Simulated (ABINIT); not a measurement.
# Geometry relaxation of Cu3N (part 2 of 2)

Cu3N (Pm-3m, 4 atoms in the cell); Kohn-Sham DFT of a periodic cell, PBE, PseudoDojo NC SR PBE v0.4.1 standard, no spin polarisation (ABINIT 10.8.3); cutoff 1251.72 eV, 8×8×8 k-mesh, fermi-dirac of 0.05 eV. The structure was built on a prototype by a generator; it need not be a known phase.

Geometry of the input (Å; fractional positions):
```
3.8200  0.0000  0.0000
0.0000  3.8200  0.0000
0.0000  0.0000  3.8200
Cu 0.5000  0.0000  0.0000
Cu 0.0000  0.5000  0.0000
Cu 0.0000  0.0000  0.5000
N  0.0000  0.0000  0.0000
```

**The program's output, continued**
```
--- !ResultsGS
iteration_state: {dtset: 1, itime: 2, icycle: 1, }
comment   : Summary of ground state results
lattice_vectors:
- [  7.2245855,   0.0000000,   0.0000000, ]
- [  0.0000000,   7.2245855,   0.0000000, ]
- [  0.0000000,   0.0000000,   7.2245855, ]
lattice_lengths: [   7.22459,    7.22459,    7.22459, ]
lattice_angles: [ 90.000,  90.000,  90.000, ] # degrees, (23, 13, 12)
lattice_volume:   3.7708460E+02
convergence: {deltae:  2.763E-11, res2:  4.088E-11, residm:  1.859E-06, diffor: null, }
etotal    :  -5.79162522E+02
entropy   :   0.00000000E+00
fermie    :   2.39268824E-01
cartesian_stress_tensor: # hartree/bohr^3
- [ -1.70754238E-05,   0.00000000E+00,   0.00000000E+00, ]
- [  0.00000000E+00,  -1.70754238E-05,   0.00000000E+00, ]
- [  0.00000000E+00,   0.00000000E+00,  -1.70754238E-05, ]
pressure_GPa:   5.0238E-01
xred      :
- [  5.0000E-01,   0.0000E+00,   0.0000E+00, Cu]
- [  0.0000E+00,   5.0000E-01,   0.0000E+00, Cu]
- [  0.0000E+00,   0.0000E+00,   5.0000E-01, Cu]
- [  0.0000E+00,   0.0000E+00,   0.0000E+00,  N]
cartesian_forces: # hartree/bohr
- [ -0.00000000E+00,  -0.00000000E+00,  -0.00000000E+00, ]
- [ -0.00000000E+00,  -0.00000000E+00,  -0.00000000E+00, ]
- [ -0.00000000E+00,  -0.00000000E+00,  -0.00000000E+00, ]
- [ -0.00000000E+00,  -0.00000000E+00,  -0.00000000E+00, ]
force_length_stats: {min:   0.00000000E+00, max:   0.00000000E+00, mean:   0.00000000E+00, }
...

 Integrated electronic density in atomic spheres:
 ------------------------------------------------
 Atom  Sphere_radius  Integrated_density
    1        2.00000         17.37094124
    2        2.00000         17.37094124
    3        2.00000         17.37094124
    4        2.00000          5.37379065

---OUTPUT-----------------------------------------------------------------------

 Cartesian coordinates (xcart) [bohr]
  3.61229273258356E+00  0.00000000000000E+00  0.00000000000000E+00
  0.00000000000000E+00  3.61229273258356E+00  0.00000000000000E+00
  0.00000000000000E+00  0.00000000000000E+00  3.61229273258356E+00
  0.00000000000000E+00  0.00000000000000E+00  0.00000000000000E+00
 Reduced coordinates (xred)
  5.00000000000000E-01  0.00000000000000E+00  0.00000000000000E+00
  0.00000000000000E+00  5.00000000000000E-01  0.00000000000000E+00
  0.00000000000000E+00  0.00000000000000E+00  5.00000000000000E-01
  0.00000000000000E+00  0.00000000000000E+00  0.00000000000000E+00
 Cartesian forces (fcart) [Ha/bohr]; max,rms= 0.00000E+00 0.00000E+00 (free atoms)
 -0.00000000000000E+00 -0.00000000000000E+00 -0.00000000000000E+00
 -0.00000000000000E+00 -0.00000000000000E+00 -0.00000000000000E+00
 -0.00000000000000E+00 -0.00000000000000E+00 -0.00000000000000E+00
 -0.00000000000000E+00 -0.00000000000000E+00 -0.00000000000000E+00
 Gradient of E wrt nuclear positions in reduced coordinates (gred)
  0.00000000000000E+00  0.00000000000000E+00  0.00000000000000E+00
  0.00000000000000E+00  0.00000000000000E+00  0.00000000000000E+00
  0.00000000000000E+00  0.00000000000000E+00  0.00000000000000E+00
  0.00000000000000E+00  0.00000000000000E+00  0.00000000000000E+00
 Scale of Primitive Cell (acell) [bohr]
  7.22458546516712E+00  7.22458546516712E+00  7.22458546516712E+00
 Real space primitive translations (rprimd) [bohr]
  7.22458546516712E+00  0.00000000000000E+00  0.00000000000000E+00
  0.00000000000000E+00  7.22458546516712E+00  0.00000000000000E+00
  0.00000000000000E+00  0.00000000000000E+00  7.22458546516712E+00
 Unitary Cell Volume (ucvol) [Bohr^3]=  3.77084602417461E+02
 Angles (23,13,12)= [degrees]
  9.00000000000000E+01  9.00000000000000E+01  9.00000000000000E+01
 Lengths [Bohr]
  7.22458546516712E+00  7.22458546516712E+00  7.22458546516712E+00
 Stress tensor in cartesian coordinates (strten) [Ha/bohr^3]
 -1.70754238208726E-05  0.00000000000000E+00  0.00000000000000E+00
  0.00000000000000E+00 -1.70754238209038E-05  0.00000000000000E+00
  0.00000000000000E+00  0.00000000000000E+00 -1.70754238209038E-05
 Total energy (etotal) [Ha]= -5.79162521939937E+02

 Difference of energy with previous step (new-old):
           Absolute (Ha)=-2.00543E-05
           Relative     =-3.46263E-08

--- Iteration: ( 3/60) Internal Cycle: (1/1)
--------------------------------------------------------------------------------

---SELF-CONSISTENT-FIELD CONVERGENCE--------------------------------------------

--- !BeginCycle
iteration_state: {dtset: 1, itime: 3, icycle: 1, }
solver: {iscf: 7, nstep: 100, nline: 4, wfoptalg: 0, }
tolerances: {tolvrs: 1.00E-10, }
...

     iter   Etot(hartree)      deltaE(h)  residm     vres2
 ETOT  1  -579.13867968255    -5.791E+02 1.001E-05 1.098E+02
 ETOT  2  -579.08499799143     5.368E-02 1.636E-05 2.536E+02
 ETOT  3  -579.16197553053    -7.698E-02 5.716E-04 2.476E+00
 ETOT  4  -579.16243955691    -4.640E-04 1.305E-05 7.669E-01
 ETOT  5  -579.16253457975    -9.502E-05 1.445E-06 1.705E-02
 ETOT  6  -579.16253544733    -8.676E-07 6.200E-07 1.070E-03
 ETOT  7  -579.16253558704    -1.397E-07 6.412E-07 1.203E-05
 ETOT  8  -579.16253558817    -1.133E-09 3.587E-07 5.423E-07
 ETOT  9  -579.16253558833    -1.641E-10 4.743E-07 8.769E-09
 ETOT 10  -579.16253558835    -1.955E-11 2.571E-07 1.562E-10
 ETOT 11  -579.16253558836    -6.708E-12 3.529E-07 1.881E-12

 At SCF step   11       vres2   =  1.88E-12 < tolvrs=  1.00E-10 =>converged.

 Cartesian components of stress tensor (hartree/bohr^3)
  sigma(1 1)= -1.84179776E-07  sigma(3 2)=  0.00000000E+00
  sigma(2 2)= -1.84179776E-07  sigma(3 1)=  0.00000000E+00
  sigma(3 3)= -1.84179776E-07  sigma(2 1)=  0.00000000E+00

--- !ResultsGS
iteration_state: {dtset: 1, itime: 3, icycle: 1, }
comment   : Summary of ground state results
lattice_vectors:
- [  7.2347592,   0.0000000,   0.0000000, ]
- [  0.0000000,   7.2347592,   0.0000000, ]
- [  0.0000000,   0.0000000,   7.2347592, ]
lattice_lengths: [   7.23476,    7.23476,    7.23476, ]
lattice_angles: [ 90.000,  90.000,  90.000, ] # degrees, (23, 13, 12)
lattice_volume:   3.7867989E+02
convergence: {deltae: -6.708E-12, res2:  1.881E-12, residm:  3.529E-07, diffor: null, }
etotal    :  -5.79162536E+02
entropy   :   0.00000000E+00
fermie    :   2.37599608E-01
cartesian_stress_tensor: # hartree/bohr^3
- [ -1.84179776E-07,   0.00000000E+00,   0.00000000E+00, ]
- [  0.00000000E+00,  -1.84179776E-07,   0.00000000E+00, ]
- [  0.00000000E+00,   0.00000000E+00,  -1.84179776E-07, ]
pressure_GPa:   5.4188E-03
xred      :
- [  5.0000E-01,   0.0000E+00,   0.0000E+00, Cu]
- [  0.0000E+00,   5.0000E-01,   0.0000E+00, Cu]
- [  0.0000E+00,   0.0000E+00,   5.0000E-01, Cu]
- [  0.0000E+00,   0.0000E+00,   0.0000E+00,  N]
cartesian_forces: # hartree/bohr
- [ -0.00000000E+00,  -0.00000000E+00,  -0.00000000E+00, ]
- [ -0.00000000E+00,  -0.00000000E+00,  -0.00000000E+00, ]
- [ -0.00000000E+00,  -0.00000000E+00,  -0.00000000E+00, ]
- [ -0.00000000E+00,  -0.00000000E+00,  -0.00000000E+00, ]
force_length_stats: {min:   0.00000000E+00, max:   0.00000000E+00, mean:   0.00000000E+00, }
...

 Integrated electronic density in atomic spheres:
 ------------------------------------------------
 Atom  Sphere_radius  Integrated_density
    1        2.00000         17.37527748
    2        2.00000         17.37527748
    3        2.00000         17.37527748
    4        2.00000          5.37487579

---OUTPUT-----------------------------------------------------------------------

 Cartesian coordinates (xcart) [bohr]
  3.61737961411484E+00  0.00000000000000E+00  0.00000000000000E+00
  0.00000000000000E+00  3.61737961411484E+00  0.00000000000000E+00
  0.00000000000000E+00  0.00000000000000E+00  3.61737961411484E+00
  0.00000000000000E+00  0.00000000000000E+00  0.00000000000000E+00
 Reduced coordinates (xred)
  5.00000000000000E-01  0.00000000000000E+00  0.00000000000000E+00
  0.00000000000000E+00  5.00000000000000E-01  0.00000000000000E+00
  0.00000000000000E+00  0.00000000000000E+00  5.00000000000000E-01
  0.00000000000000E+00  0.00000000000000E+00  0.00000000000000E+00
 Cartesian forces (fcart) [Ha/bohr]; max,rms= 0.00000E+00 0.00000E+00 (free atoms)
 -0.00000000000000E+00 -0.00000000000000E+00 -0.00000000000000E+00
 -0.00000000000000E+00 -0.00000000000000E+00 -0.00000000000000E+00
 -0.00000000000000E+00 -0.00000000000000E+00 -0.00000000000000E+00
 -0.00000000000000E+00 -0.00000000000000E+00 -0.00000000000000E+00
 Gradient of E wrt nuclear positions in reduced coordinates (gred)
  0.00000000000000E+00  0.00000000000000E+00  0.00000000000000E+00
  0.00000000000000E+00  0.00000000000000E+00  0.00000000000000E+00
  0.00000000000000E+00  0.00000000000000E+00  0.00000000000000E+00
  0.00000000000000E+00  0.00000000000000E+00  0.00000000000000E+00
 Scale of Primitive Cell (acell) [bohr]
  7.23475922822968E+00  7.23475922822968E+00  7.23475922822967E+00
 Real space primitive translations (rprimd) [bohr]
  7.23475922822968E+00  0.00000000000000E+00  0.00000000000000E+00
  0.00000000000000E+00  7.23475922822968E+00  0.00000000000000E+00
  0.00000000000000E+00  0.00000000000000E+00  7.23475922822967E+00
 Unitary Cell Volume (ucvol) [Bohr^3]=  3.78679894375774E+02
 Angles (23,13,12)= [degrees]
  9.00000000000000E+01  9.00000000000000E+01  9.00000000000000E+01
 Lengths [Bohr]
  7.23475922822968E+00  7.23475922822968E+00  7.23475922822967E+00
 Stress tensor in cartesian coordinates (strten) [Ha/bohr^3]
 -1.84179775746668E-07  0.00000000000000E+00  0.00000000000000E+00
  0.00000000000000E+00 -1.84179775746668E-07  0.00000000000000E+00
  0.00000000000000E+00  0.00000000000000E+00 -1.84179775670340E-07
 Total energy (etotal) [Ha]= -5.79162535588360E+02

 Difference of energy with previous step (new-old):
           Absolute (Ha)=-1.36484E-05
           Relative     =-2.35658E-08

 At Broyd/MD step   3, gradients are converged :
  max grad (force/stress) = 1.8418E-05 < tolmxf= 5.0000E-05 ha/bohr (free atoms)

================================================================================

 ----iterations are completed or convergence reached----

 Mean square residual over all n,k,spin=   26.650E-11; max=  35.291E-08
 reduced coordinates (array xred) for    4 atoms
       0.500000000000      0.000000000000      0.000000000000
       0.000000000000      0.500000000000      0.000000000000
       0.000000000000      0.000000000000      0.500000000000
       0.000000000000      0.000000000000      0.000000000000
 rms dE/dt=  0.0000E+00; max dE/dt=  0.0000E+00; dE/dt below (all hartree)
    1       0.000000000000      0.000000000000      0.000000000000
    2       0.000000000000      0.000000000000      0.000000000000
    3       0.000000000000      0.000000000000      0.000000000000
    4       0.000000000000      0.000000000000      0.000000000000

 cartesian coordinates (angstrom) at end:
    1      1.91423485367602     0.00000000000000     0.00000000000000
    2      0.00000000000000     1.91423485367602     0.00000000000000
    3      0.00000000000000     0.00000000000000     1.91423485367602
    4      0.00000000000000     0.00000000000000     0.00000000000000

 cartesian forces (hartree/bohr) at end:
    1     -0.00000000000000    -0.00000000000000    -0.00000000000000
    2     -0.00000000000000    -0.00000000000000    -0.00000000000000
    3     -0.00000000000000    -0.00000000000000    -0.00000000000000
    4     -0.00000000000000    -0.00000000000000    -0.00000000000000
 frms,max,avg= 0.0000000E+00 0.0000000E+00   0.000E+00  0.000E+00  0.000E+00 h/b

 cartesian forces (eV/Angstrom) at end:
    1     -0.00000000000000    -0.00000000000000    -0.00000000000000
    2     -0.00000000000000    -0.00000000000000    -0.00000000000000
    3     -0.00000000000000    -0.00000000000000    -0.00000000000000
    4     -0.00000000000000    -0.00000000000000    -0.00000000000000
 frms,max,avg= 0.0000000E+00 0.0000000E+00   0.000E+00  0.000E+00  0.000E+00 e/A
 length scales=  7.234759228230  7.234759228230  7.234759228230 bohr
              =  3.828469707352  3.828469707352  3.828469707352 angstroms
 Fermi (or HOMO) energy (hartree) =   0.23760   Average Vxc (hartree)=  -0.40997
 Eigenvalues (hartree) for nkpt=  35  k points:
 kpt#   1, nband= 38, wtk=  0.00195, kpt=  0.0000  0.0000  0.0000 (reduced coord)
  -3.90226   -3.90203   -3.90203   -2.34510   -2.34510   -2.34510   -2.33356   -2.33356
  -2.33356   -2.33343   -2.33343   -2.33343   -0.38532    0.04160    0.05641    0.05641
   0.05641    0.09432    0.09432    0.09432    0.11015    0.11015    0.14064    0.14064
   0.15125    0.15125    0.15125    0.16885    0.16885    0.16885    0.17205    0.26731
   0.42404    0.42404    0.47257    0.47257    0.47257    0.67757
      occupation numbers for kpt#   1
   2.00000    2.00000    2.00000    2.00000    2.00000    2.00000    2.00000    2.00000
   2.00000    2.00000    2.00000    2.00000    2.00000    2.00000    2.00000    2.00000
   2.00000    2.00000    2.00000    2.00000    2.00000    2.00000    2.00000    2.00000
   2.00000    2.00000    2.00000    2.00000    2.00000    2.00000    2.00000    0.00000
   0.00000    0.00000    0.00000    0.00000    0.00000    0.00000
 prteigrs : prtvol=0 or 1, do not print more k-points.

 Fermi (or HOMO) energy (eV) =   6.46541   Average Vxc (eV)= -11.15593
 Eigenvalues (   eV  ) for nkpt=  35  k points:
 kpt#   1, nband= 38, wtk=  0.00195, kpt=  0.0000  0.0000  0.0000 (reduced coord)
-106.18601 -106.17977 -106.17977  -63.81342  -63.81342  -63.81342  -63.49948  -63.49948
 -63.49948  -63.49589  -63.49589  -63.49589  -10.48508    1.13202    1.53493    1.53493
   1.53493    2.56646    2.56646    2.56646    2.99741    2.99741    3.82705    3.82705
   4.11559    4.11559    4.11559    4.59470    4.59470    4.59470    4.68169    7.27386
  11.53881   11.53881   12.85921   12.85921   12.85921   18.43750
 prteigrs : prtvol=0 or 1, do not print more k-points.

--- !EnergyTerms
iteration_state     : {dtset: 1, itime: 3, icycle: 1, }
comment             : Components of total free energy in Hartree
kinetic             :  2.68697257734866E+02
hartree             :  2.23133074266833E+02
xc                  : -7.30113036629367E+01
Ewald energy        : -3.08244443090943E+02
psp_core            :  1.14922762094097E+01
local_psp           : -5.99694885926536E+02
non_local_psp       : -1.01534477962664E+02
internal            : -5.79162502431971E+02
'-kT*entropy'       : -3.31563894849859E-05
total_energy        : -5.79162535588360E+02
total_energy_eV     : -1.57598154550966E+04
band_energy         : -6.19818871355060E+01
...

 Cartesian components of stress tensor (hartree/bohr^3)
  sigma(1 1)= -1.84179776E-07  sigma(3 2)=  0.00000000E+00
  sigma(2 2)= -1.84179776E-07  sigma(3 1)=  0.00000000E+00
  sigma(3 3)= -1.84179776E-07  sigma(2 1)=  0.00000000E+00

-Cartesian components of stress tensor (GPa)         [Pressure=  5.4188E-03 GPa]
- sigma(1 1)= -5.41875608E-03  sigma(3 2)=  0.00000000E+00
- sigma(2 2)= -5.41875608E-03  sigma(3 1)=  0.00000000E+00
- sigma(3 3)= -5.41875608E-03  sigma(2 1)=  0.00000000E+00

== END DATASET(S) ==============================================================
================================================================================

 -outvars: echo values of variables after computation  --------
            acell      7.2347592282E+00  7.2347592282E+00  7.2347592282E+00 Bohr
           etotal     -5.7916253559E+02
            fcart     -0.0000000000E+00 -0.0000000000E+00 -0.0000000000E+00
                      -0.0000000000E+00 -0.0000000000E+00 -0.0000000000E+00
                      -0.0000000000E+00 -0.0000000000E+00 -0.0000000000E+00
                      -0.0000000000E+00 -0.0000000000E+00 -0.0000000000E+00
           strten     -1.8417977575E-07 -1.8417977575E-07 -1.8417977567E-07
                       0.0000000000E+00  0.0000000000E+00  0.0000000000E+00
           xangst      1.9142348537E+00  0.0000000000E+00  0.0000000000E+00
                       0.0000000000E+00  1.9142348537E+00  0.0000000000E+00
                       0.0000000000E+00  0.0000000000E+00  1.9142348537E+00
                       0.0000000000E+00  0.0000000000E+00  0.0000000000E+00
             xred      5.0000000000E-01  0.0000000000E+00  0.0000000000E+00
                       0.0000000000E+00  5.0000000000E-01  0.0000000000E+00
                       0.0000000000E+00  0.0000000000E+00  5.0000000000E-01
                       0.0000000000E+00  0.0000000000E+00  0.0000000000E+00
 Calculation completed.
```

**Trajectory as extended XYZ (Å, eV, eV/Å), 3 frames, from step=0 to step=2**
```
4
Lattice="3.8200 0.0000 0.0000 0.0000 3.8200 0.0000 0.0000 0.0000 3.8200" Properties=species:S:1:pos:R:3:forces:R:3 step=0 energy=-15759.81454
Cu    1.9100    0.0000    0.0000    0.0000   0.0000   0.0000
Cu    0.0000    1.9100    0.0000    0.0000   0.0000   0.0000
Cu    0.0000    0.0000    1.9100    0.0000   0.0000   0.0000
N     0.0000    0.0000    0.0000    0.0000   0.0000   0.0000
4
Lattice="3.8231 0.0000 0.0000 0.0000 3.8231 0.0000 0.0000 0.0000 3.8231" Properties=species:S:1:pos:R:3:forces:R:3 step=1 energy=-15759.81508
Cu    1.9115    0.0000    0.0000    0.0000   0.0000   0.0000
Cu    0.0000    1.9115    0.0000    0.0000   0.0000   0.0000
Cu    0.0000    0.0000    1.9115    0.0000   0.0000   0.0000
N     0.0000    0.0000    0.0000    0.0000   0.0000   0.0000
4
Lattice="3.8285 0.0000 0.0000 0.0000 3.8285 0.0000 0.0000 0.0000 3.8285" Properties=species:S:1:pos:R:3:forces:R:3 step=2 energy=-15759.81545
Cu    1.9142    0.0000    0.0000    0.0000   0.0000   0.0000
Cu    0.0000    1.9142    0.0000    0.0000   0.0000   0.0000
Cu    0.0000    0.0000    1.9142    0.0000   0.0000   0.0000
N     0.0000    0.0000    0.0000    0.0000   0.0000   0.0000
```

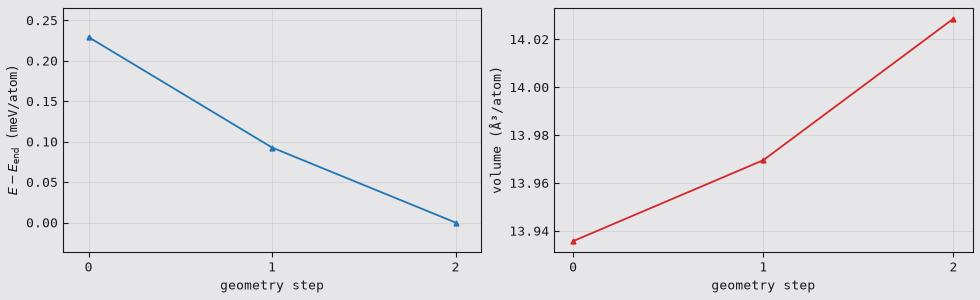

**Figure 1.** Progress of the relaxation, step by step (steps are counted from 0). After 2 geometry steps the energy has fallen by 0.2 meV per atom. All forces vanish by symmetry, so only the cell relaxes. No atom moves by more than 0.005 Å relative to the cell. 

**Summary**

- outcome: converged
- space group (tolerance 0.01 Å): Pm-3m (221)
- electrons treated: 62
- free energy: −15759.8155 eV
- Fermi energy: 6.465 eV
- gap on the k-point mesh: 0.22 eV
- pressure: 0.01 GPa
- final volume: 56.11 Å³
- largest force (length of the vector) at the end: under 0.001 eV/Å
- final cell: a = 3.828 Å, b = 3.828 Å, c = 3.828 Å, α = 90.00°, β = 90.00°, γ = 90.00°
- wall time: 18 min
- peak memory: 0.22 GiB
